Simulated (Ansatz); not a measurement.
Hf (slab)

The calculation's input:

```
crystal:
  lattice:
    - [3.1602335644, 0.0, 0.0]
    - [0.0, 4.9962246985, 0.0]
    - [0.0, 0.0, 25.035089345]
  atoms:
    - { symbol: Hf, position: [0.0, 0.75, 0.3098599949] }
    - { symbol: Hf, position: [0.0, 0.25, 0.3737196475] }
    - { symbol: Hf, position: [0.5, 0.75, 0.4080552924] }
    - { symbol: Hf, position: [0.5, 0.25, 0.4794557357] }
    - { symbol: Hf, position: [0.0, 0.75, 0.5205442612] }
    - { symbol: Hf, position: [0.0, 0.25, 0.5919447103] }
    - { symbol: Hf, position: [0.5, 0.75, 0.626280355] }
    - { symbol: Hf, position: [0.5, 0.25, 0.6901400029] }
basis:
  ecutwfc: 420
kpoints:
  mp_grid: { grid: [11, 7, 1] }
  band_path:
    path: [[0.5, 0, 0], [0, 0, 0], [0, 0.5, 0], [0.5, 0.5, 0], [0, 0, 0]]
    npoints: 12
hamiltonian:
  xc: pbesol
scf:
  occupations: { method: gaussian, width: 0.1 }
  n_extra_bands: 22
output:
  forces: true
  eigenvalues: true
  populations: true
  fatbands: true
  write_density: true
  write_potential: true
  elf: true
  volumetric_format: npy
efield:
  axis: 3
  dipole_correction: true
  ramp_width: 0.04
```

Command:

```sh
ansatz run input.yaml --threads 2 --pin off --max-ram 5632MiB --backend cpu --events-out ev --progress --plain --runs-dir out
```

Computed with DFT PBEsol, scalar-relativistic, plane waves, PAW (Ansatz 0.2.0).

What will maps of the valence pseudo-density and electron localisation function show?

Hf–Hf (2.92 Å): ρ at the midpoint is about 0.26 e/Å³; the ELF is about 0.25 at the midpoint (no shared electron pair shows on this line).
Hf–Hf (3.08 Å): the density is about 0.22 e/Å³ at the midpoint; the ELF is about 0.25 at the midpoint: no shared electron pair shows on this line.
Hf–Hf (3.23 Å): ρ at the midpoint is about 0.18 e/Å³; the ELF is about 0.30 at the midpoint: no shared electron pair shows on this line.

Does the calculation give a band gap?

It is gapless in this calculation (a metal or semimetal).

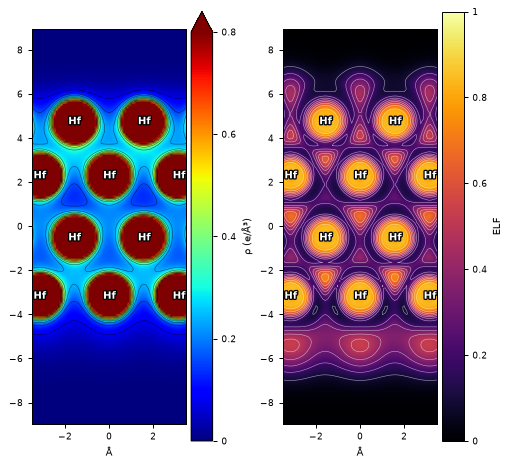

Computed valence pseudo-density and electron localisation function on the (010) plane of the calculation cell, a cut from vacuum to vacuum, in this order. 
